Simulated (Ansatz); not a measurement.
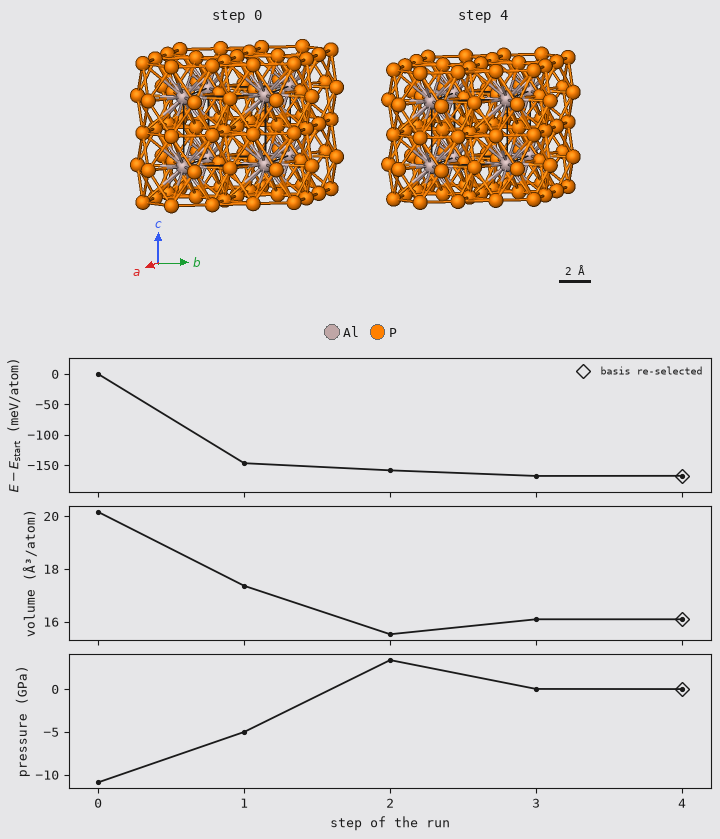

First and last geometry of a relaxation of crystalline AlP5 (a generated structure, set up in P6/mmm) (coarse preliminary run), with the history of the run. Style: ball-and-stick. Shown: the cell of the calculation, slightly off an axis.

Method: DFT PBE, scalar-relativistic, plane waves, PAW (Ansatz).

Input file:
```yaml
crystal:
  lattice:
    - [5.51369801, 0.0, 0.0]
    - [-2.75684901, 4.77500255, 0.0]
    - [0.0, 0.0, 4.5940372]
  atoms:
    - { symbol: Al, position: [0.0, 0.0, 0.0] }
    - { symbol: P, position: [0.5, 0.0, 0.5] }
    - { symbol: P, position: [0.5, 0.5, 0.5] }
    - { symbol: P, position: [0.0, 0.5, 0.5] }
    - { symbol: P, position: [0.33333333, 0.66666667, 0.0] }
    - { symbol: P, position: [0.66666667, 0.33333333, 0.0] }
basis:
  ecutwfc: 420
kpoints:
  mp_grid: { grid: [6, 6, 4] }
hamiltonian:
  xc: pbe
scf:
  occupations: { method: gaussian, width: 0.1 }
  lower_state_search: "off"
output:
  forces: true
  stress: true
  eigenvalues: true
relax:
  adjacent_minimum: "off"
  f_tol: 0.04
  max_steps: 70
  cell: { stress_tol: 0.4 }
```

Run as
```bash
ansatz run input.yaml --threads 1 --pin off --max-ram 2560MiB --backend cpu --events-out ev --progress --plain --runs-dir out
```

> Did the run converge, and what did it change?

It converged. The atoms keep their places relative to the cell (all moves are under 0.005 Å). The volume changes by −20.1 %, with a = b 5.514 → 5.110 Å (−7.3 %), c 4.594 → 4.271 Å (−7.0 %). Among the contacts that change: Al1–P2 3.588 → 3.330 Å, Al1–P5 3.183 → 2.950 Å, P2–P3 2.757 → 2.555 Å, P2–P5 2.795 → 2.596 Å. The space group stays P6/mmm (No. 191). The energy falls by 167 meV per atom in 3 accepted moves (4 points after the start). All forces vanish by symmetry, so only the cell relaxes. Pressure: −10.87 GPa at the start and 0.01 GPa at the end. At 1 point the geometry stayed and the basis and grid were re-selected for the new cell (energy shift of 0.2 meV per atom at most each time). The run took 46 s on 1 thread of Intel(R) Xeon(R) Processor @ 2.50GHz (Skylake/Cascade Lake), on a shared host, peak memory 0.4 GiB.
